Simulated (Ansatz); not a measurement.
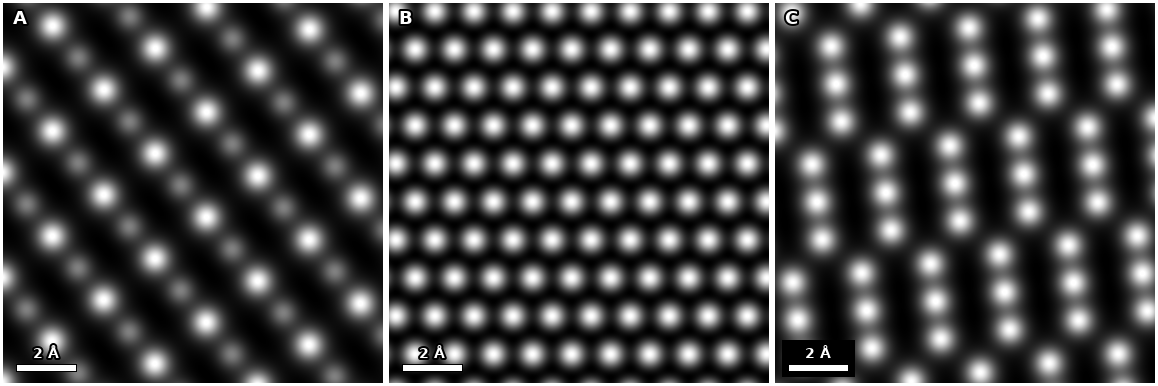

Three views of Ti (P6/mmm, No. 191) along different zone axes. Simulated as the projected potential of neutral atoms (B = 0.3 Å²) blurred by a 0.57 Å probe, the thin-sample limit of integrated differential phase contrast. Structure: the geometry relaxed with Ansatz, DFT, PBEsol, plane waves (420 eV) with PAW, scalar-relativistic; the starting structure was generated, so it need not be a known form of this composition.

```cif
data_structure
_symmetry_space_group_name_H-M 'P6/mmm'
_symmetry_Int_Tables_number 191
_cell_length_a 4.5161
_cell_length_b 4.5161
_cell_length_c 2.7991
_cell_angle_alpha 90.000
_cell_angle_beta 90.000
_cell_angle_gamma 120.000
_cell_volume 49.44
loop_
_atom_site_label
_atom_site_type_symbol
_atom_site_symmetry_multiplicity
_atom_site_Wyckoff_symbol
_atom_site_fract_x
_atom_site_fract_y
_atom_site_fract_z
_atom_site_occupancy
Ti1 Ti 1 a 0.00000 0.00000 0.00000 1
Ti2 Ti 2 d 0.33333 0.66667 0.50000 1
```

Match the panels to the zone axes [101], [201] and [210].

A is [210]: projected cell 2.26 × 2.80 Å, 90°, plane group p2mm. B is [201]: projected cell 1.34 × 1.47 Å, 117°, plane group c2mm. C is [101]: projected cell 2.38 × 4.09 Å, 107°, plane group c2mm.
